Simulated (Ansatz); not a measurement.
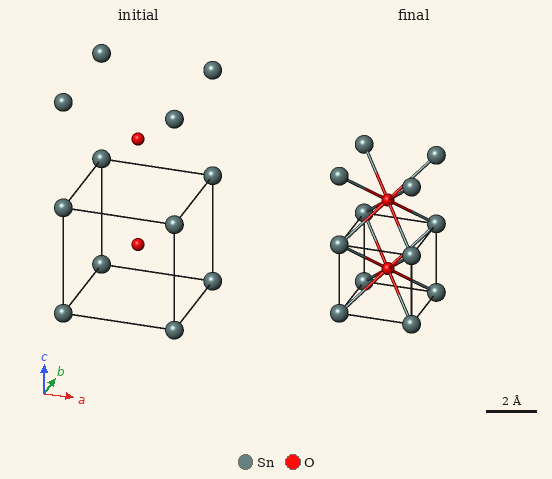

The structure of crystalline SnO (set up in Pm-3m) (coarse preliminary run) before (left) and after (right) a relaxation, at one scale.

The picture is a ball-and-stick view of the cell of the calculation, repeated 1 × 1 × 2 with one cell outlined, seen from a free direction.

Case: 3 of 3 Ca taken out, relaxed.

Level of theory: Ansatz 0.2.0, DFT PBE+D3(BJ), scalar-relativistic, plane waves, PAW.

Input
```yaml
crystal:
  lattice:
    - [4.7800965654, 0.0, 0.0]
    - [0.0, 4.7800965654, 0.0]
    - [0.0, 0.0, 4.7800965654]
  atoms:
    - { symbol: Sn, position: [0.0, 0.0, 0.0] }
    - { symbol: O, position: [0.5, 0.5, 0.5] }
basis:
  ecutwfc: 420
kpoints:
  mp_grid: { grid: [4, 4, 4] }
hamiltonian:
  xc: pbe
  dispersion: d3bj
scf:
  occupations: { method: gaussian, width: 0.1 }
output:
  forces: true
  stress: true
  eigenvalues: true
relax:
  adjacent_minimum: "off"
  f_tol: 0.0325
  max_steps: 70
  cell: { stress_tol: 0.24 }
```

Run as
```bash
ansatz run input.yaml --threads 2 --pin off --max-ram 5120MiB --backend cpu --events-out ev --progress --plain --runs-dir out
```

Q: Describe what moved and what it gained.

A: The atoms keep their places relative to the cell (all moves are under 0.005 Å). Cell: a = b = c 4.780 → 3.107 Å (−35.0 %). Volume −72.6 %. Near-neighbour distances that change, for instance: Sn1–O2 4.140 → 2.690 Å. The space group stays Pm-3m (No. 221). The energy falls by 2856 meV per atom in 10 accepted moves (12 points after the start). All forces vanish by symmetry, so only the cell relaxes. Pressure: −6.70 GPa at the start and 0.00 GPa at the end. The SCF was repeated twice at an unchanged geometry on a basis and grid sized afresh for the cell, which shifted the energy by 4.6 meV per atom at most.
